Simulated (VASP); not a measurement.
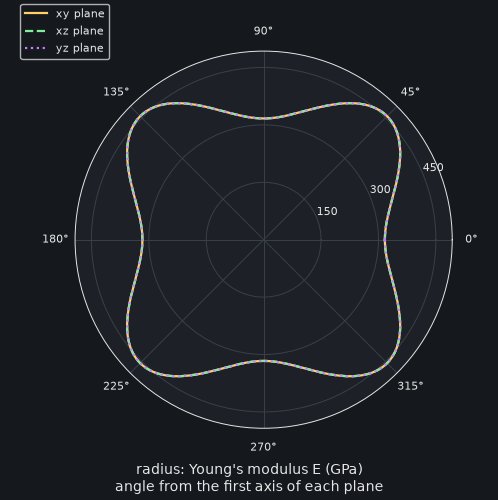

Plotted: Young's modulus as a function of direction in the xy, xz and yz planes.

Calculation (VASP 6.6.1): plane-wave DFT, no spin polarisation; elastic constants in Voigt order on the axes of the given cell. Level: PBEsol.

> For which of these solids was it computed?
A. Si, Fd-3m (No. 227), 18.7 Å³/atom
B. RbBr, Fm-3m (No. 225), 40.1 Å³/atom
C. SiC, F-43m (No. 216), 10.3 Å³/atom

C, SiC: E along x, y, z: 317, 317, 317 GPa. The others give: Si, E along x, y, z: 123, 123, 123 GPa; RbBr, E along x, y, z: 33.1, 33.1, 33.1 GPa.
